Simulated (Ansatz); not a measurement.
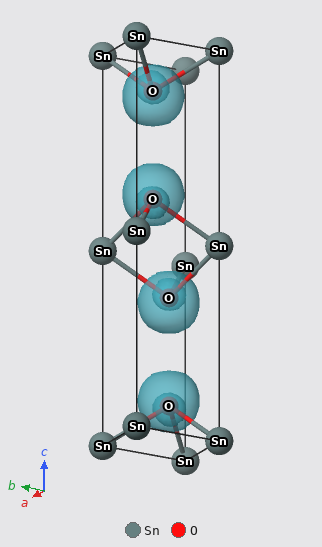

The picture shows: SnO$_{2}$. Isosurface of the ELF at 0.75 (cyan), seen at an oblique angle. Only the valence region is drawn (cores and ρ < 0.01 e/Å³ removed). Sticks mark near contacts.

Space group P6₃/mmc; a structure from a database of computed crystals, not necessarily the ambient phase; changed on purpose from its base cell (shift of O3 along [0 0 1], its symmetry partners moved alike: -0.083 A in the relaxed cell; c/a of the conventional cell at fixed volume 3.3036); not relaxed (largest force 1.5 eV/Å); computed pressure about −3 GPa in this cell.

These are results of DFT LDA+D3(BJ), scalar-relativistic, plane waves, PAW (Ansatz 0.2.0), not measurements.

Where are the electrons localised?

The surface consists of four regions wrapped around O (the valence shell of each), counted in one cell of 6 atoms. Regions shared between cells count once. Along the contacts the grid gives the following. Sn–O (2.11 Å): the ELF peaks at about 0.80 in the valence shell of O, 0.6 Å from its nucleus, and is about 0.25 at the midpoint; no shared electron pair shows on this line.
